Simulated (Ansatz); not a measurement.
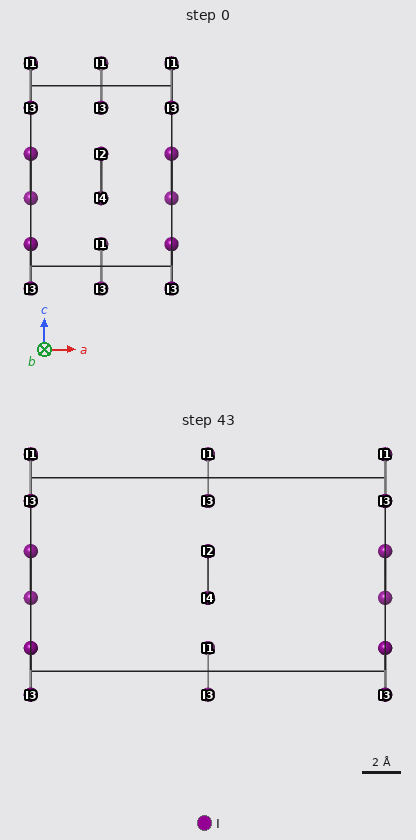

The structure of crystalline I (set up in Cmce) before (top) and after (bottom) a relaxation, at one scale.

The picture is a ball-and-stick view of the conventional cell (2 times the calculation's cell), seen along the b axis. Lengths and directions refer to the drawn axes.

Case: relaxed at -1 GPa.

Method: Ansatz 0.2.0, DFT PBEsol, scalar-relativistic, plane waves, PAW.

The input:
```yaml
crystal:
  lattice:
    - [3.7632820389, -2.2007144542, 0.0]
    - [3.7632820389, 2.2007144542, 0.0]
    - [0.0, 0.0, 9.6690762046]
  atoms:
    - { symbol: I, position: [0.8269763038, 0.1730236962, 0.1227686182] }
    - { symbol: I, position: [0.6730236962, 0.3269763038, 0.6227686182] }
    - { symbol: I, position: [0.1730236962, 0.8269763038, 0.8772313818] }
    - { symbol: I, position: [0.3269763038, 0.6730236962, 0.3772313818] }
basis:
  ecutwfc: 420
kpoints:
  mp_grid: { grid: [8, 8, 4] }
hamiltonian:
  xc: pbesol
scf:
  occupations: { method: gaussian, width: 0.02 }
output:
  forces: true
  stress: true
  eigenvalues: true
relax:
  adjacent_minimum: "off"
  f_tol: 0.008
  max_steps: 50
  cell: { stress_tol: 0.08, p_target: -1.0 }
```

Command:
```bash
ansatz run input.yaml --threads 1 --pin off --max-ram 2560MiB --backend cpu --events-out ev --progress --plain --runs-dir out
```

> Summarise the run.

The run was cut off at its time limit before the relaxation converged, so the last structure is only a point on the way. After 38 accepted moves (43 points after the start) the energy has risen by 193 meV per atom. With the target pressure of -1 GPa, the enthalpy E + pV changes by −385 meV per atom. Largest force component: 0.031 eV/Å at the start, 0.011 eV/Å at the end. Pressure: −0.28 GPa at the start and −0.85 GPa at the end. The line search rejected the trial step at point 4 of the run. At 4 points the geometry stayed and the basis and grid were re-selected for the new cell (energy shift of 21.0 meV per atom at most each time). The largest moves relative to the cell, 0.38 Å, are those of I1, I2, I3 and I4. I2 goes along +b. Cell: a 7.527 → 18.951 Å (+151.8 %), b 4.401 → 5.401 Å (+22.7 %), c 9.669 → 10.359 Å (+7.1 %). Volume +231.0 %. Among the contacts that change: I1–I4 3.301 → 3.808 Å, I1–I3 2.821 → 2.733 Å. The space group stays Cmce (No. 64). The run took 14 min on 1 thread of Intel(R) Xeon(R) 6975P-C (Granite Rapids) (shared host), peak memory 1.1 GiB.

Limits of the set-up: layers or molecules are held without a dispersion correction, so their spacing is unreliable.
